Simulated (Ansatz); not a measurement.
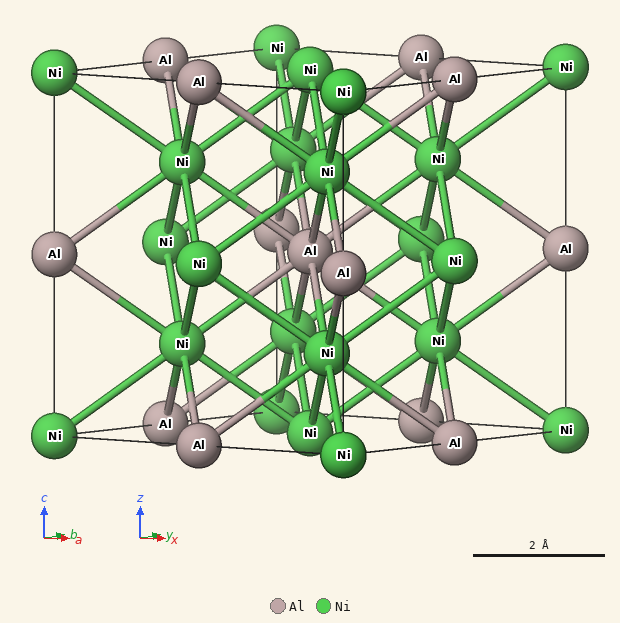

A scan of crystalline AlNi3 (Fm-3m): Al1 (one in each cell of 4 atoms) is moved over the plane of the Cartesian directions [1 1 0] and z, all else fixed. The picture shows the reference cell. A ball-and-stick model of the conventional cell (4 times the calculation's cell), seen nearly along the normal of the scanned plane. Lengths and directions refer to the drawn axes.

Level of theory: DFT PBEsol, scalar-relativistic, plane waves, PAW in Ansatz 0.2.0. Settings: plane-wave cutoff 420 eV; k-point mesh 14 × 14 × 14; occupations gaussian; smearing width 0.15 eV; no spin polarisation. Energies (free energies at the smearing named) are counted from the relaxed crystal.

Input file:
```yaml
crystal:
  lattice:
    - [0.0, 2.7984078593, 2.7984078593]
    - [2.7984078593, 0.0, 2.7984078593]
    - [2.7984078593, 2.7984078593, 0.0]
  atoms:
    - { symbol: Al, position: [0.5, 0.5, 0.5] }
    - { symbol: Ni, position: [0.25, 0.25, 0.25] }
    - { symbol: Ni, position: [0.0, 0.0, 0.0] }
    - { symbol: Ni, position: [0.75, 0.75, 0.75] }
basis:
  ecutwfc: 420
kpoints:
  mp_grid: { grid: [14, 14, 14] }
hamiltonian:
  xc: pbesol
scf:
  occupations: { method: gaussian, width: 0.15 }
output:
  forces: true
  stress: true
  eigenvalues: true
  write_density: true
  write_potential: true
  elf: true
  volumetric_format: npy
```

Launched with:
```bash
ansatz run input.yaml --threads 2 --pin off --max-ram 5120MiB --backend cpu --events-out ev --progress --plain --runs-dir out
```

Question: What energies does the calculation give on a grid with rows −0.60, −0.30, 0.00, 0.30, 0.60 and columns −0.60, −0.30, 0.00, 0.30, 0.60 (displacement along [1 1 0] (Å); displacement along z (Å))?

Answer: Rows: displacement along [1 1 0] (Å); columns: displacement along z (Å); values in eV/cell.

```
       −0.60  −0.30  0.00  0.30  0.60
−0.60   5.70   2.96  2.02  2.96  5.70
−0.30   2.53   0.96  0.44  0.96  2.53
 0.00   1.72   0.42  0.00  0.42  1.72
 0.30   2.53   0.96  0.44  0.96  2.53
 0.60   5.70   2.96  2.02  2.96  5.70
```

In pairs of (displacement along [1 1 0] (Å); displacement along z (Å)): the lowest computed point lies at (0.00, 0.00) (0.00 eV/cell), the highest at (−0.60, −0.60), (0.60, 0.60), (0.60, −0.60), (−0.60, 0.60) (5.70 eV/cell).  Over the ranges scanned the energy rises by about as much along both axes.

As a map, interpolated between the computed points (dots):

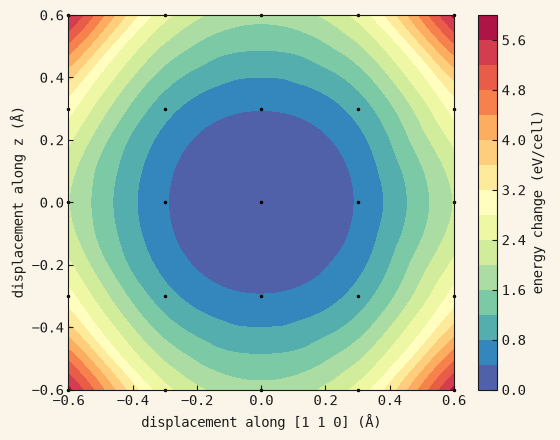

Limits of the set-up: an element that often carries a moment was run without spin polarisation.
